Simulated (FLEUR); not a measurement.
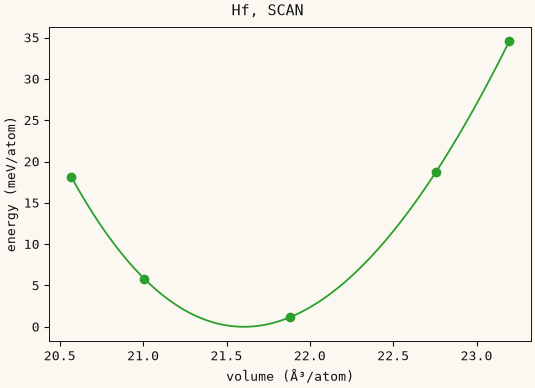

The picture above shows the energy against volume for Hf, space group Fm-3m (No. 225).

Cell as given: a = 3.140 Å, b = 3.140 Å, c = 3.140 Å, α = 60.00°, β = 60.00°, γ = 60.00°; 1 atom.

How it was computed, with FLEUR MaX-R8.1 (later development tree): all-electron LAPW DFT, no spin polarisation; energies at scaled volumes of the given cell, shape and fractions fixed, counted from the fit's minimum, third-order Birch-Murnaghan fit. Level: SCAN.

```
         setting                         value
          k mesh                      10×10×10
     occupations                   Fermi–Dirac
  smearing width                       0.05 eV
      potentials                  all electron
program settings  basis FLAPW, kmax 4.1 1/bohr
```

**How stiff is the solid, and where is its volume at rest?**

A third-order Birch–Murnaghan fit gives V0 = 21.60 Å³/atom, B0 = 107 GPa and B′ = 4.4.
